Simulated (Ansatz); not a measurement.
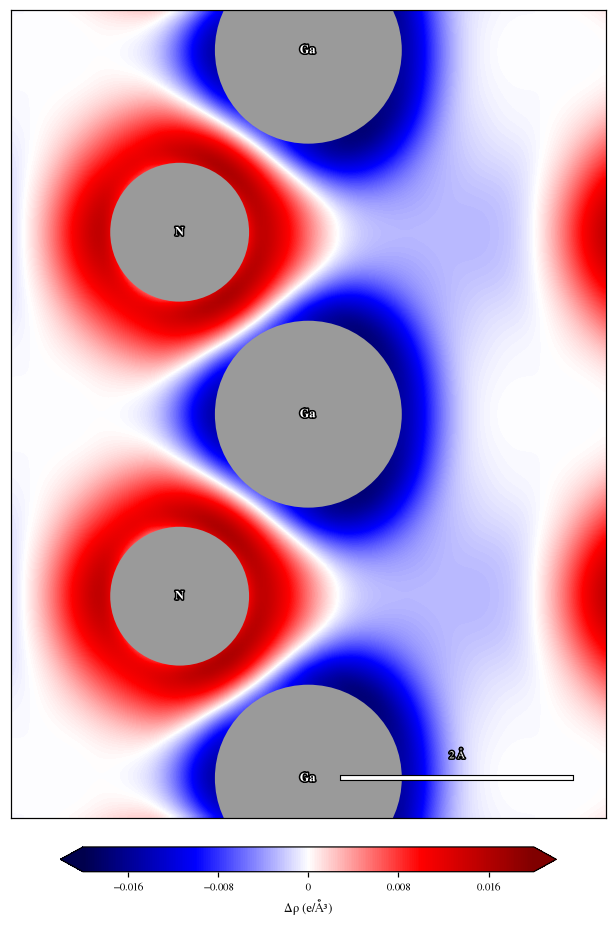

GaN: difference of two self-consistent densities at the same geometry, ρ(HSE06) − ρ(PBE), on the (011) plane of the conventional cell. Grey discs cover the cores, where the PAW densities can't be compared. Cores are masked to 0.8 Å (Ga) and 0.6 Å (N).

Space group F-43m. This isn't the usual form at ambient conditions. The cell comes from a database of computed structures, not from a measurement.

Both runs: Ansatz, scalar-relativistic, plane waves and PAW, same cutoff, k-points and PAW files (made with PBE).

```
Ga N
1.0
     4.50700    0.00000    0.00000
     0.00000    0.00000   -4.50700
     0.00000    4.50700    0.00000
Ga N
4 4
Cartesian
  2.2535 0.0000 -2.2535
  0.0000 2.2535 -2.2535
  0.0000 0.0000 0.0000
  2.2535 2.2535 0.0000
  3.3803 1.1268 -3.3803
  1.1268 3.3803 -3.3803
  1.1268 1.1268 -1.1268
  3.3803 3.3803 -1.1268
```

> How does the change of level move the electrons?

Against PBE, and outside the masked cores, the largest gain lies at the edge of the masked core of N, and the largest loss lies at the edge of the masked core of Ga.
- Bader charges are Ga +1.56 and N −1.56 e with PBE and Ga +1.66 and N −1.66 e with HSE06.
- At this volume the pressure is 5 GPa with PBE and roughly −1 GPa with HSE06.
- The gap on the mesh is 1.72 eV with PBE and 2.96 eV with HSE06.

Run times: 2.6 min (HSE06) and 11 s (base cell), on 2 threads of Arm Neoverse V1, with other jobs on the host.
